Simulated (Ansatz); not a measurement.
Input structure:

```
W Se
1.0
     3.37741    0.00000    0.00000
    -1.68871    2.92492    0.00000
     0.00000    0.00000   13.17661
W Se
2 4
Direct
  0.66667 0.33333 0.25000
  0.33333 0.66667 0.75000
  0.33333 0.66667 0.37553
  0.66667 0.33333 0.87553
  0.33333 0.66667 0.12447
  0.66667 0.33333 0.62447
```

What crystal do these data define?

This is WSe$_{2}$. It is primitive hexagonal, space group P6_3/mmc (No. 194). The arrangement is known as 2H molybdenite (MoS₂) type. Cell content 2 W, 4 Se; Z = 2. The polyhedra are WSe6 trigonal prisms; they share edges. The neighbours of W are six Se in a trigonal prismatic arrangement at 2.56 Å. Each Se has three W in a trigonal pyramidal arrangement at 2.56 Å. Not all metal-metal contacts are counted. The bonds build WSe2 layers parallel to (001).

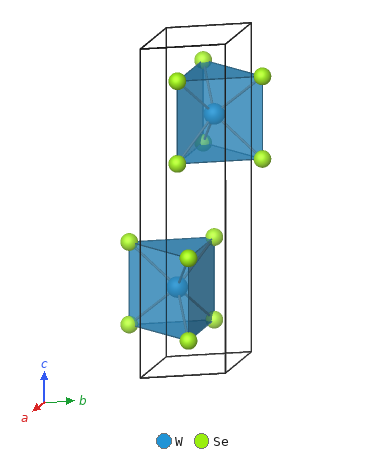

A polyhedral rendering, viewed slightly off an axis. Atoms at the boundary of the conventional unit cell (the box) are drawn once for each face, edge or corner they touch. Some atoms of the next cells are drawn as well.

The structure was taken from a structure listed in the Materials Project. The cell was then strained or its atoms displaced on purpose. An electronic-structure calculation with Ansatz was run on it.

At this level of theory the cell isn't at rest (stretched, at -5 GPa), so its distances can differ from those at equilibrium, the more so the softer the solid.
